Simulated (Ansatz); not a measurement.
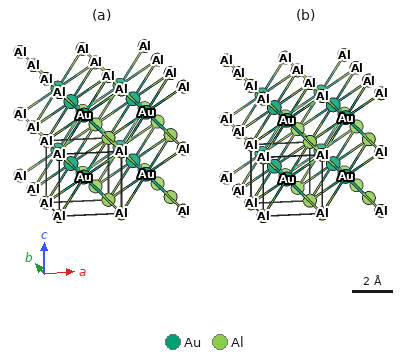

The structure of a crystal of AlAu (set up in Pm-3m) before (left) and after (right) a relaxation, at one scale.

Style: ball-and-stick. Shown: the cell of the calculation, repeated 2 × 3 × 2 with one cell outlined, slightly off an axis.

The run lets cell and atoms move.

The calculation used Ansatz 0.2.0, Kohn-Sham DFT of a periodic cell, PBEsol, Ansatz PAW.

Input
```yaml
crystal:
  lattice:
    - [3.223942, 0.0, 0.0]
    - [0.0, 3.223942, 0.0]
    - [0.0, 0.0, 3.223942]
  atoms:
    - { symbol: Au, position: [0.5, 0.5, 0.5] }
    - { symbol: Al, position: [0.0, 0.0, 0.0] }
hamiltonian:
  xc: pbesol
  pseudopotentials: { kind: paw }
kpoints:
  mp_grid: { grid: [8, 8, 8] }
scf:
  occupations: { method: fermi_dirac, width: 0.05 }
output:
  forces: true
  stress: true
  eigenvalues: true
relax:
  f_tol: 0.01
  max_steps: 40
  cell: { stress_tol: 0.05, p_target: 20.0 }
```

Command:
```bash
ansatz run input.yaml --threads 2 --pin off --max-ram 5632MiB --backend cpu --events-out ev --progress --plain --runs-dir out
```

> Describe what moved and what it gained.

No atom moves by more than 0.005 Å relative to the cell. The drawn cell changes as follows: a = b = c 3.224 → 3.057 Å (−5.2 %); the volume changes by −14.7 %. Among the contacts that change: Al–Au 2.792 → 2.647 Å. The space group stays Pm-3m (No. 221). After 3 accepted moves (4 points after the start) the energy has risen by 0.166 eV per cell of the calculation. With the target pressure of 20 GPa, the enthalpy E + pV changes by −0.451 eV per cell of the calculation. All forces vanish by symmetry, so only the cell relaxes. The pressure goes from −5.17 to 19.96 GPa. The SCF was repeated once at an unchanged geometry on a basis and grid sized afresh for the cell, which shifted the energy by 1.2 meV per cell of the calculation at most. The run took 5.8 s on 2 threads of AMD EPYC 7R43 64-Core Processor (Zen 3), on a shared host, peak memory 0.34 GiB.
